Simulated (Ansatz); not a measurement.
```cif
data_structure
_symmetry_space_group_name_H-M 'P 1'
_symmetry_Int_Tables_number 1
_cell_length_a 3.1147
_cell_length_b 3.1946
_cell_length_c 3.2745
_cell_angle_alpha 90.000
_cell_angle_beta 90.000
_cell_angle_gamma 90.000
_cell_volume 32.58
loop_
_atom_site_label
_atom_site_type_symbol
_atom_site_fract_x
_atom_site_fract_y
_atom_site_fract_z
_atom_site_occupancy
W1 W 0.00000 0.00000 0.00000 1
W2 W 0.50000 0.50000 0.50000 1
```

Space group Immm; changed on purpose from its base cell (strain +0.0250 x Voigt [1, -1, 0, 0, 0, 0], atoms carried along); computed pressure about −11 GPa in this cell.

Theory: DFT PBEsol, scalar-relativistic, plane waves, PAW in Ansatz 0.2.0.

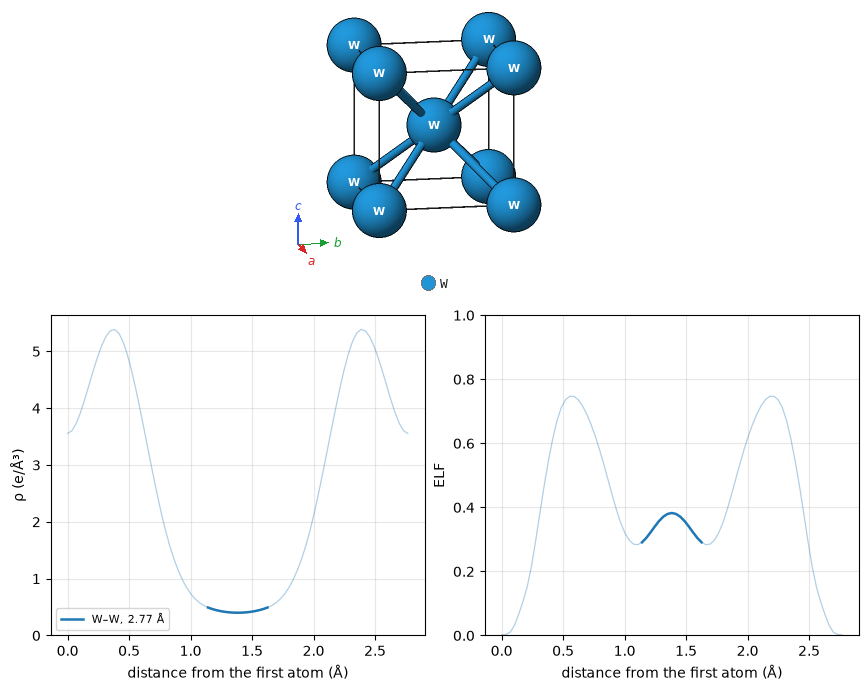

W. Valence electron density and ELF along straight lines between neighbouring atoms. Thin, pale parts lie inside the atomic spheres. The structure is drawn too.

The density is the valence pseudo-density of a PAW calculation; it isn't the true density close to the nuclei.

**What can be read from the curves?**

W–W (2.77 Å): the density is about 0.4 e/Å³ at the midpoint; the ELF is about 0.40 at the midpoint.
